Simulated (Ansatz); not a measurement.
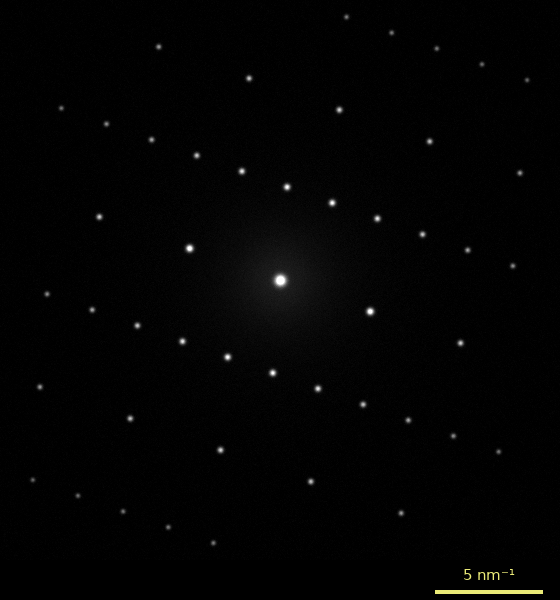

Computed electron diffraction pattern, 300 kV, single scattering only, B = 0.5 Å².

It belongs to W, space group Fddd (No. 70), a = 2.65 Å, b = 5.31 Å, c = 8.93 Å. Structure: the geometry relaxed with DFT, LDA (PW92), plane waves (420 eV) with PAW, scalar-relativistic (Ansatz 0.2.0); the starting structure was generated, so it need not be a known form of this composition.

**Measure the pattern against the scale bar and name the zone.**

The spots form a centred rectangular net whose two shortest vectors correspond to d = 4.47 Å and 2.29 Å, 75.1° apart. They index as 0 0 2 (itself extinct) and 1 -1 1, so the zone axis is [110] (or an equivalent direction of <110>).

**Which reflections of this zone are missing, and why?**

The lattice centring (F) removes all reflections that break h + k = 2n, h + l = 2n; a glide plane extinguishes reflections such as 0 0 2, 0 0 6, 0 0 10; reflections such as 2 -2 -2, 2 -2 2, 2 -2 -6 are allowed by the space group but vanish because the atoms sit on special positions. In a thicker crystal double diffraction can put intensity into those places emptied by glide planes or screw axes that lie on the net of the visible spots, but never into those emptied by centring.
